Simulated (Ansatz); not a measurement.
## Electronic structure of Al3GaN4 in real space

The calculation's input:

```
crystal:
  lattice:
    - [4.4069948404, 0.0, 0.0]
    - [0.0, 4.4069948404, 0.0]
    - [0.0, 0.0, 4.4069948404]
  atoms:
    - { symbol: Al, position: [0.5033730181, 0.5033730181, 0.0117799997] }
    - { symbol: Al, position: [0.5033730181, 0.0117799997, 0.5033730181] }
    - { symbol: Al, position: [0.0117799997, 0.5033730181, 0.5033730181] }
    - { symbol: Ga, position: [-0.0098255777, -0.0098255777, -0.0098255777] }
    - { symbol: "N", position: [0.7480133467, 0.7480133467, 0.2653546433] }
    - { symbol: "N", position: [0.7480133467, 0.2653546433, 0.7480133467] }
    - { symbol: "N", position: [0.2653546433, 0.7480133467, 0.7480133467] }
    - { symbol: "N", position: [0.2518411806, 0.2518411806, 0.2518411806] }
basis:
  ecutwfc: 420
kpoints:
  mp_grid: { grid: [6, 6, 6] }
hamiltonian:
  xc: pbesol
scf:
  occupations: { method: gaussian, width: 0.05 }
output:
  forces: true
  stress: true
  eigenvalues: true
  write_density: true
  write_potential: true
  elf: true
  volumetric_format: npy
```

Run with:

```sh
ansatz run input.yaml --threads 2 --pin off --max-ram 5120MiB --backend cpu --events-out ev --progress --plain --runs-dir out
```

Below, planes, directions and counts refer to the conventional cell (a = 6.23 Å, b = 6.23 Å, c = 7.63 Å, α = 90.00°, β = 90.00°, γ = 120.00°).

Space group R3m; a structure from a database of computed crystals, not necessarily the ambient phase; not relaxed (largest force 1.0 eV/Å).

These are results of DFT PBEsol, scalar-relativistic, plane waves, PAW in Ansatz, not measurements.

In a PAW calculation such maps are meaningful between the atoms, not at the nuclei.

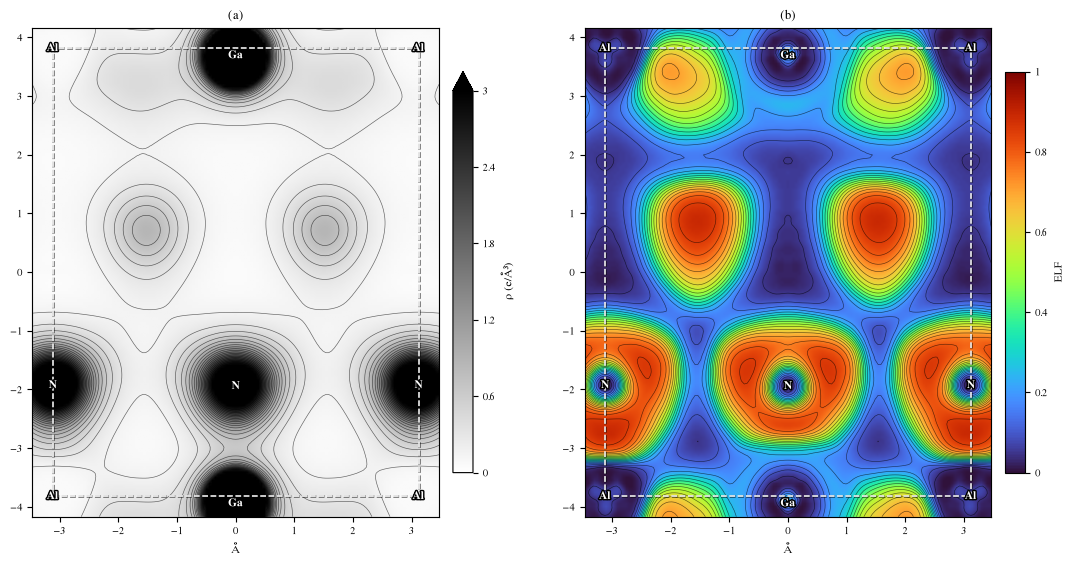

Figure 1. (a) valence electron density; (b) electron localisation function on the (100) plane of the conventional cell.

> Describe what can be read from this map.

- The plane passes through Al, Ga and N nuclei.
- Atoms just off the plane (Al, 0.9 Å away and N, 0.8 Å away) can leave unmarked features too.
- Al–N (1.89 Å): ρ at the midpoint is about 0.69 e/Å³; the ELF peaks at about 0.90 between the atoms: a polar covalent bond.
- Ga–N (2.00 Å): ρ is about 0.67 e/Å³ halfway; the ELF peaks at about 0.85 in the valence shell of N, 0.7 Å from its nucleus, and is about 0.45 at the midpoint.
- Between the atoms the lowest density in this plane is 0.04 e/Å³.

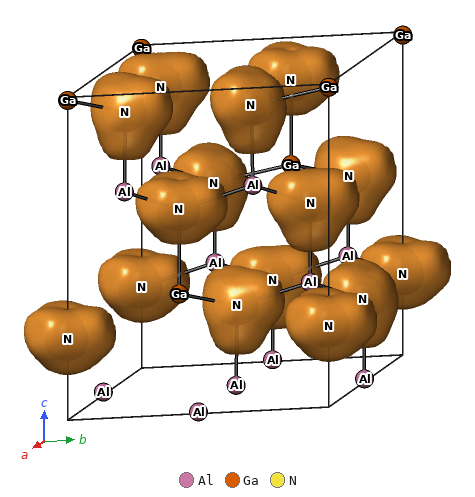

Figure 2. Isosurface of the ELF at 0.75 (orange), seen slightly off an axis. Only the valence region is drawn (cores and ρ < 0.01 e/Å³ removed). Sticks mark near contacts.

> Describe the localisation domains.

The surface consists of twelve regions on N in which the atom's valence shell and bonds are merged, counted in one cell of 24 atoms. Regions shared between cells count once. Along the contacts the grid gives the following. Ga–N (1.94 Å): the ELF peaks at about 0.80 in the valence shell of N, 0.7 Å from its nucleus, and is about 0.45 at the midpoint.

> Does the calculation make it a metal, or give it a gap?

It is gapped, with a Kohn–Sham gap of 3.2 eV on the k-point mesh, an upper bound to the gap of this method.
